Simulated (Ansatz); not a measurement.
System: TiAl3.

The calculation's input:

```
crystal:
  lattice:
    - [-1.9077740733, 1.9840850362, 4.2769968076]
    - [1.9077740733, -1.9840850362, 4.2769968076]
    - [1.9077740733, 1.9840850362, -4.2769968076]
  atoms:
    - { symbol: Ti, position: [0.0, 0.0, 0.0] }
    - { symbol: Al, position: [0.5, 0.5, 0.0] }
    - { symbol: Al, position: [0.75, 0.25, 0.5] }
    - { symbol: Al, position: [0.25, 0.75, 0.5] }
basis:
  ecutwfc: 420
kpoints:
  mp_grid: { grid: [18, 18, 18] }
hamiltonian:
  xc: pbesol
scf:
  occupations: { method: gaussian, width: 0.15 }
output:
  forces: true
  stress: true
  eigenvalues: true
  write_density: true
  write_potential: true
  elf: true
  volumetric_format: npy
```

Run with:

```sh
ansatz run input.yaml --threads 1 --pin off --max-ram 2560MiB --backend cpu --events-out ev --progress --plain --runs-dir out
```

Below, planes, directions and counts refer to the conventional cell (a = 3.82 Å, b = 3.97 Å, c = 8.55 Å, α = 90.00°, β = 90.00°, γ = 90.00°).

Space group Immm; a structure from a database of computed crystals, not necessarily the ambient phase; changed on purpose from its base cell (strain +0.0400 x Voigt [0, 1, 0, 0, 0, 0], atoms carried along); computed pressure about −4 GPa in this cell; computed without spin polarisation.

Method: DFT PBEsol, scalar-relativistic, plane waves, PAW (Ansatz 0.2.0).

Q: Predict the valence pseudo-density and electron localisation function between the atoms.

A: Ti–Al (2.87 Å): ρ is about 0.2 e/Å³ halfway; the ELF is about 0.40 at the midpoint.
Al–Al (2.87 Å): ρ at the midpoint is about 0.2 e/Å³; the ELF peaks at about 0.65 between the atoms.

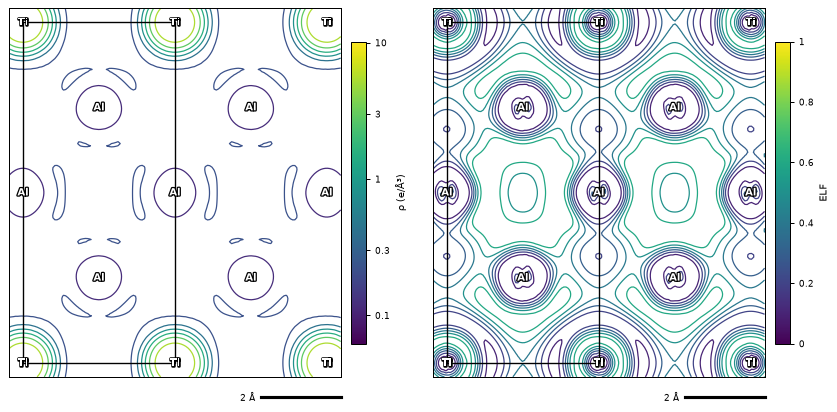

Computed valence pseudo-density and electron localisation function on the (010) plane of the conventional cell, in this order. 
